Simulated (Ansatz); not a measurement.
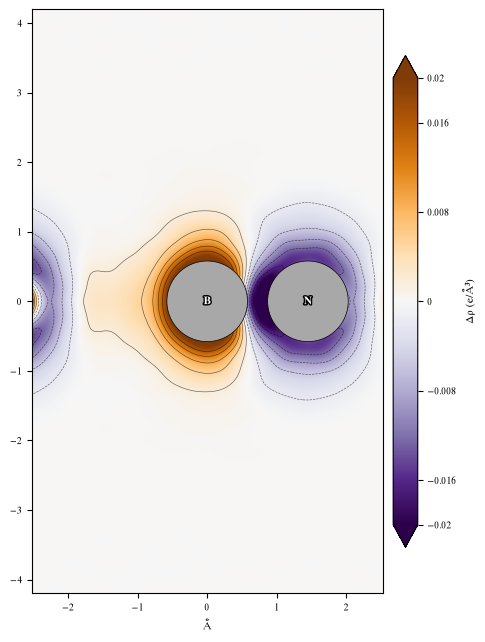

BN (slab). Difference of the valence pseudo-densities of two functionals at the same geometry, on the (11̄0) plane of the calculation cell, a cut from vacuum to vacuum: PBE less r2SCAN.

Both computed with Ansatz (plane waves, PAW), on the same k-point mesh. Grey discs cover the atomic cores.

```
B N
1.0
     2.50875    0.00144    0.00000
     1.25312    2.17337    0.00000
     0.00000    0.00000   26.00000
B N
1 1
Direct
  0.49998 0.49998 0.50000
  0.83332 0.83332 0.50000
```

> Where does the change of functional move the electrons?

Against r2SCAN, PBE gives less density around N (−0.013 e/Å³ on average at 0.8 Å from the nucleus) and a change of −0.024 e/Å³ at the midpoint of B–N.
